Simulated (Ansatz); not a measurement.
Geometry relaxation, with input and output: Ti2Si5 (part 3 of 3)

The same run, continued: Ti2Si5 (slab, 14 atoms in the cell); DFT r2SCAN, scalar-relativistic, plane waves, PAW, no spin polarisation (Ansatz 0.2.0); cutoff 500 eV, 10×10×1 k-mesh, Gaussian smearing of 0.1 eV. The structure derives from a Materials Project entry. It belongs to a series of runs on one base structure; here: (0 1 0) slab, atoms relaxed.

Geometry of the input (Å; fractional positions):
```
3.5284  0.0000  0.0000
0.0000  3.5646  0.0000
0.0000  0.0000  28.5160
Si 0.0000  0.2500  0.2630
Si 0.5000  0.7500  0.2632
Ti 0.5000  0.2500  0.3327
Si 0.0000  0.7500  0.3539
Si 0.0000  0.2500  0.4092
Ti 0.5000  0.7500  0.4304
Si 0.5000  0.2500  0.4999
Si 0.0000  0.7500  0.5001
Ti 0.0000  0.2500  0.5696
Si 0.5000  0.7500  0.5908
Si 0.5000  0.2500  0.6461
Ti 0.0000  0.7500  0.6673
Si 0.0000  0.2500  0.7368
Si 0.5000  0.7500  0.7370
```

Output, continued
```
--- Forces (eV/Å), atoms counted from 1 ---
  atom   1  Si    -0.00000000    -0.00000000     0.00036740
  atom   2  Si    -0.00000000     0.00000000     0.00028259
  atom   3  Ti    -0.00000000     0.00000000     0.00042922
  atom   4  Si     0.00000000     0.00000000    -0.00038729
  atom   5  Si     0.00000000    -0.00000000    -0.00139313
  atom   6  Ti    -0.00000000    -0.00000000     0.00088242
  atom   7  Si    -0.00000000     0.00000000     0.00001959
  atom   8  Si     0.00000000    -0.00000000    -0.00005014
  atom   9  Ti     0.00000000     0.00000000    -0.00087971
  atom  10  Si    -0.00000000     0.00000000     0.00140129
  atom  11  Si    -0.00000000    -0.00000000     0.00039144
  atom  12  Ti     0.00000000    -0.00000000    -0.00041532
  atom  13  Si     0.00000000     0.00000000    -0.00028123
  atom  14  Si     0.00000000     0.00000000    -0.00036822
  max |Σ_I F_I| component: 1.10e-6 eV/Å
--- Band table (eV; the first three rows and the last of 36) ---
  k-point 0: bands = ["-54.5630", "-54.5628", "-54.5078", "-54.5078", "-29.8464", "-29.8414", "-29.8167", "-29.8161", "-29.7864", "-29.7859", "-29.7570", "-29.7570", "-29.7380", "-29.7361", "-29.7293", "-29.7293", "-8.8604", "-8.2561", "-7.9515", "-7.0136", "-6.6195", "-3.7359", "-2.7104", "-0.4416", "0.8159", "1.3980", "1.4407", "1.6104", "1.9354", "1.9760", "2.1487", "2.1663", "2.4076", "2.4438", "2.5109", "2.5114", "2.5387", "2.5691", "2.8076", "2.8381", "3.2388", "3.5423", "5.1207", "5.1502", "5.5361", "5.5866", "5.6084", "5.6108", "5.6705", "5.7094", "5.9139", "6.7900", "6.8041", "6.8475", "6.8637", "7.2231", "7.2252", "7.3377"]
  k-point 1: bands = ["-54.5626", "-54.5624", "-54.5075", "-54.5075", "-29.8451", "-29.8410", "-29.8231", "-29.8228", "-29.7856", "-29.7851", "-29.7566", "-29.7566", "-29.7402", "-29.7396", "-29.7327", "-29.7317", "-8.7362", "-8.1312", "-7.8317", "-6.8980", "-6.5098", "-3.6282", "-2.6270", "-0.4396", "0.0971", "0.6943", "0.8351", "0.8827", "1.4092", "1.6388", "1.6939", "2.2852", "2.5241", "2.5364", "2.5679", "2.6019", "2.8192", "2.8347", "3.0070", "3.0779", "3.4213", "3.9084", "4.7695", "4.8827", "5.3955", "5.4260", "5.7195", "5.8830", "5.9230", "5.9990", "6.1307", "6.5474", "6.6169", "6.8114", "6.9610", "7.2831", "7.4076", "7.5038"]
  k-point 2: bands = ["-54.5615", "-54.5613", "-54.5067", "-54.5067", "-29.8478", "-29.8472", "-29.8358", "-29.8312", "-29.7834", "-29.7830", "-29.7557", "-29.7556", "-29.7519", "-29.7519", "-29.7357", "-29.7346", "-8.3664", "-7.7597", "-7.4742", "-6.5531", "-6.1818", "-3.3590", "-2.4837", "-1.4611", "-0.9454", "-0.5502", "-0.1916", "-0.0126", "0.2772", "1.3899", "1.9276", "2.3378", "2.4517", "2.5423", "2.5766", "2.6738", "2.9363", "2.9483", "3.1400", "3.7883", "3.9541", "4.2037", "4.3802", "4.4445", "5.2687", "5.2939", "5.8149", "5.8661", "5.8805", "5.9879", "6.0152", "6.3012", "6.7669", "6.7820", "7.1011", "7.3786", "7.7106", "7.7975"]
  k-point 35: bands = ["-54.5542", "-54.5542", "-54.5001", "-54.5001", "-29.8780", "-29.8780", "-29.8482", "-29.8482", "-29.8283", "-29.8283", "-29.8263", "-29.8263", "-29.7588", "-29.7588", "-29.7397", "-29.7397", "-4.3322", "-4.3321", "-4.2991", "-4.2991", "-3.2474", "-3.2474", "-2.3482", "-2.3482", "-2.2755", "-2.2755", "-1.8915", "-1.8915", "-1.1238", "-1.1238", "-1.0959", "-1.0959", "0.5768", "0.5768", "0.7105", "0.7105", "1.2801", "1.2801", "1.5483", "1.5483", "2.3044", "2.3044", "3.7526", "3.7526", "3.8097", "3.8097", "6.5783", "6.5783", "6.6798", "6.6799", "6.8477", "6.8477", "6.8920", "6.8920", "7.6503", "7.6503", "7.7241", "7.7241"]
--- Relaxed structure (6 steps of the walk, 6 accepted, 0 SCFs on fresh bases) ---
  F+E_penalty+E_count = -16411.79156816 eV   max|allowed force component| = 1.272e-3 eV/Å
  atoms:
    - { symbol: Si, position: [1.748147116239934e-18, 0.25, 0.2591138380497174] }
    - { symbol: Si, position: [0.49999999999999994, 0.75, 0.2617790214399823] }
    - { symbol: Ti, position: [0.49999999999999994, 0.25, 0.3344094049029947] }
    - { symbol: Si, position: [1.7117582331044456e-18, 0.75, 0.3501095035602358] }
    - { symbol: Si, position: [6.421195398184228e-19, 0.25, 0.40774347669283173] }
    - { symbol: Ti, position: [0.49999999999999994, 0.75, 0.4304723810205184] }
    - { symbol: Si, position: [0.49999999999999994, 0.25, 0.4997908450671139] }
    - { symbol: Si, position: [-5.38491934708561e-20, 0.75, 0.5002093491334272] }
    - { symbol: Ti, position: [1.7603064685248718e-20, 0.25, 0.5695276872768998] }
    - { symbol: Si, position: [0.49999999999999994, 0.75, 0.5922564957398972] }
    - { symbol: Si, position: [0.49999999999999994, 0.25, 0.6498904776980473] }
    - { symbol: Ti, position: [7.8185849041316e-19, 0.75, 0.6655905225422902] }
    - { symbol: Si, position: [-6.325633926933152e-19, 0.25, 0.7382208820053276] }
    - { symbol: Si, position: [0.49999999999999994, 0.75, 0.7408861148707161] }
```

Trajectory as extended XYZ (Å, eV, eV/Å), 6 frames, from step=1 to step=6
```
14
Lattice="3.5284 0.0000 0.0000 0.0000 3.5646 0.0000 0.0000 0.0000 28.5160" Properties=species:S:1:pos:R:3:forces:R:3 step=1 energy=-16411.63535
Si    0.0000    0.8911    7.5000    0.0000   0.0000  -0.4344
Si    1.7642    2.6734    7.5051    0.0000   0.0000  -0.2145
Ti    1.7642    0.8911    9.4863    0.0000   0.0000   0.9972
Si    0.0000    2.6734   10.0925    0.0000   0.0000  -0.5230
Si    0.0000    0.8911   11.6680    0.0000   0.0000  -0.0059
Ti    1.7642    2.6734   12.2742    0.0000   0.0000   0.1895
Si    1.7642    0.8911   14.2554    0.0000   0.0000  -0.0182
Si    0.0000    2.6734   14.2605    0.0000   0.0000   0.0182
Ti    0.0000    0.8911   16.2418    0.0000   0.0000  -0.1895
Si    1.7642    2.6734   16.8480    0.0000   0.0000   0.0059
Si    1.7642    0.8911   18.4235    0.0000   0.0000   0.5230
Ti    0.0000    2.6734   19.0297    0.0000   0.0000  -0.9972
Si    0.0000    0.8911   21.0109    0.0000   0.0000   0.2145
Si    1.7642    2.6734   21.0160    0.0000   0.0000   0.4344
14
Lattice="3.5284 0.0000 0.0000 0.0000 3.5646 0.0000 0.0000 0.0000 28.5160" Properties=species:S:1:pos:R:3:forces:R:3 step=2 energy=-16411.76972
Si    0.0000    0.8911    7.4379    0.0000   0.0000  -0.1046
Si    1.7642    2.6734    7.4686    0.0000   0.0000   0.0132
Ti    1.7642    0.8911    9.5357    0.0000   0.0000   0.1842
Si    0.0000    2.6734   10.0448    0.0000   0.0000  -0.3095
Si    0.0000    0.8911   11.6413    0.0000   0.0000   0.1144
Ti    1.7642    2.6734   12.2792    0.0000   0.0000   0.0547
Si    1.7642    0.8911   14.2537    0.0000   0.0000  -0.0164
Si    0.0000    2.6734   14.2623    0.0000   0.0000   0.0165
Ti    0.0000    0.8911   16.2367    0.0000   0.0000  -0.0549
Si    1.7642    2.6734   16.8747    0.0000   0.0000  -0.1145
Si    1.7642    0.8911   18.4711    0.0000   0.0000   0.3096
Ti    0.0000    2.6734   18.9803    0.0000   0.0000  -0.1842
Si    0.0000    0.8911   21.0474    0.0000   0.0000  -0.0132
Si    1.7642    2.6734   21.0781    0.0000   0.0000   0.1046
14
Lattice="3.5284 0.0000 0.0000 0.0000 3.5646 0.0000 0.0000 0.0000 28.5160" Properties=species:S:1:pos:R:3:forces:R:3 step=3 energy=-16411.78813
Si    0.0000    0.8911    7.3967    0.0000   0.0000  -0.0634
Si    1.7642    2.6734    7.4611    0.0000   0.0000  -0.0296
Ti    1.7642    0.8911    9.5191    0.0000   0.0000   0.1314
Si    0.0000    2.6734    9.9849    0.0000   0.0000  -0.0535
Si    0.0000    0.8911   11.6150    0.0000   0.0000   0.0683
Ti    1.7642    2.6734   12.2735    0.0000   0.0000  -0.0222
Si    1.7642    0.8911   14.2524    0.0000   0.0000  -0.0017
Si    0.0000    2.6734   14.2636    0.0000   0.0000   0.0016
Ti    0.0000    0.8911   16.2425    0.0000   0.0000   0.0224
Si    1.7642    2.6734   16.9010    0.0000   0.0000  -0.0682
Si    1.7642    0.8911   18.5311    0.0000   0.0000   0.0535
Ti    0.0000    2.6734   18.9969    0.0000   0.0000  -0.1316
Si    0.0000    0.8911   21.0549    0.0000   0.0000   0.0296
Si    1.7642    2.6734   21.1193    0.0000   0.0000   0.0634
14
Lattice="3.5284 0.0000 0.0000 0.0000 3.5646 0.0000 0.0000 0.0000 28.5160" Properties=species:S:1:pos:R:3:forces:R:3 step=4 energy=-16411.79112
Si    0.0000    0.8911    7.3926    0.0000   0.0000   0.0122
Si    1.7642    2.6734    7.4736    0.0000   0.0000  -0.0004
Ti    1.7642    0.8911    9.5449    0.0000   0.0000  -0.0343
Si    0.0000    2.6734    9.9881    0.0000   0.0000   0.0079
Si    0.0000    0.8911   11.6348    0.0000   0.0000  -0.0288
Ti    1.7642    2.6734   12.2755    0.0000   0.0000   0.0357
Si    1.7642    0.8911   14.2519    0.0000   0.0000   0.0003
Si    0.0000    2.6734   14.2641    0.0000   0.0000  -0.0003
Ti    0.0000    0.8911   16.2405    0.0000   0.0000  -0.0359
Si    1.7642    2.6734   16.8812    0.0000   0.0000   0.0288
Si    1.7642    0.8911   18.5279    0.0000   0.0000  -0.0079
Ti    0.0000    2.6734   18.9711    0.0000   0.0000   0.0344
Si    0.0000    0.8911   21.0424    0.0000   0.0000   0.0005
Si    1.7642    2.6734   21.1234    0.0000   0.0000  -0.0121
14
Lattice="3.5284 0.0000 0.0000 0.0000 3.5646 0.0000 0.0000 0.0000 28.5160" Properties=species:S:1:pos:R:3:forces:R:3 step=5 energy=-16411.79153
Si    0.0000    0.8911    7.3909    0.0000   0.0000  -0.0016
Si    1.7642    2.6734    7.4673    0.0000   0.0000  -0.0024
Ti    1.7642    0.8911    9.5375    0.0000   0.0000   0.0025
Si    0.0000    2.6734    9.9846    0.0000   0.0000   0.0038
Si    0.0000    0.8911   11.6284    0.0000   0.0000  -0.0011
Ti    1.7642    2.6734   12.2771    0.0000   0.0000  -0.0200
Si    1.7642    0.8911   14.2521    0.0000   0.0000  -0.0001
Si    0.0000    2.6734   14.2639    0.0000   0.0000   0.0001
Ti    0.0000    0.8911   16.2389    0.0000   0.0000   0.0201
Si    1.7642    2.6734   16.8875    0.0000   0.0000   0.0011
Si    1.7642    0.8911   18.5314    0.0000   0.0000  -0.0038
Ti    0.0000    2.6734   18.9785    0.0000   0.0000  -0.0026
Si    0.0000    0.8911   21.0487    0.0000   0.0000   0.0024
Si    1.7642    2.6734   21.1251    0.0000   0.0000   0.0016
14
Lattice="3.5284 0.0000 0.0000 0.0000 3.5646 0.0000 0.0000 0.0000 28.5160" Properties=species:S:1:pos:R:3:forces:R:3 step=6 energy=-16411.79157
Si    0.0000    0.8911    7.3889    0.0000   0.0000   0.0004
Si    1.7642    2.6734    7.4649    0.0000   0.0000   0.0003
Ti    1.7642    0.8911    9.5360    0.0000   0.0000   0.0004
Si    0.0000    2.6734    9.9837    0.0000   0.0000  -0.0004
Si    0.0000    0.8911   11.6272    0.0000   0.0000  -0.0013
Ti    1.7642    2.6734   12.2753    0.0000   0.0000   0.0008
Si    1.7642    0.8911   14.2520    0.0000   0.0000   0.0000
Si    0.0000    2.6734   14.2640    0.0000   0.0000  -0.0001
Ti    0.0000    0.8911   16.2406    0.0000   0.0000  -0.0008
Si    1.7642    2.6734   16.8888    0.0000   0.0000   0.0013
Si    1.7642    0.8911   18.5323    0.0000   0.0000   0.0004
Ti    0.0000    2.6734   18.9800    0.0000   0.0000  -0.0004
Si    0.0000    0.8911   21.0511    0.0000   0.0000  -0.0003
Si    1.7642    2.6734   21.1271    0.0000   0.0000  -0.0004
```

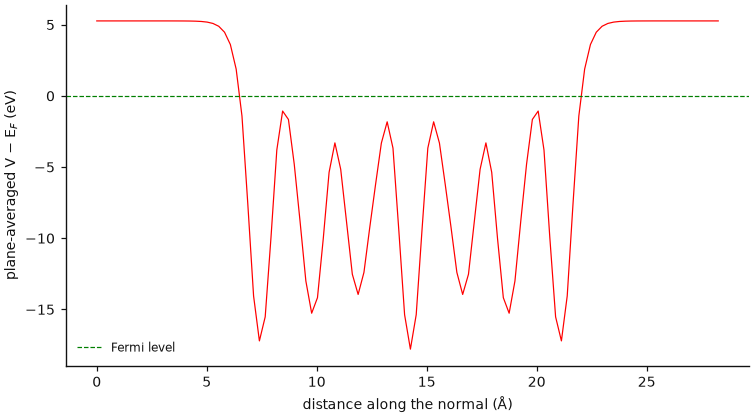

Figure 1. Plane average of the electrostatic potential energy of an electron across the cell, from the Fermi level. The vacuum level lies 5.27 eV above the Fermi level.

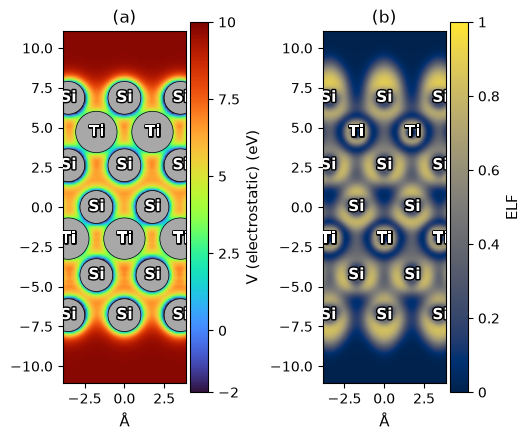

Figure 2. (a) electrostatic potential energy of an electron; (b) ELF on the (010) plane of the calculation cell, a cut from vacuum to vacuum. Grey discs, where drawn, cover atomic cores. The section cuts through Si and Ti sites. Ti–Si (2.66 Å): the ELF is about 0.45 at the midpoint. Ti–Si (2.74 Å): the ELF is about 0.35 at the midpoint. Ti–Si (2.78 Å): the ELF is about 0.45 at the midpoint. The strong features right at Ti lie inside the PAW spheres (semicore, d or f shells) and say nothing about bonding. The fields are those of the smooth PAW valence density.
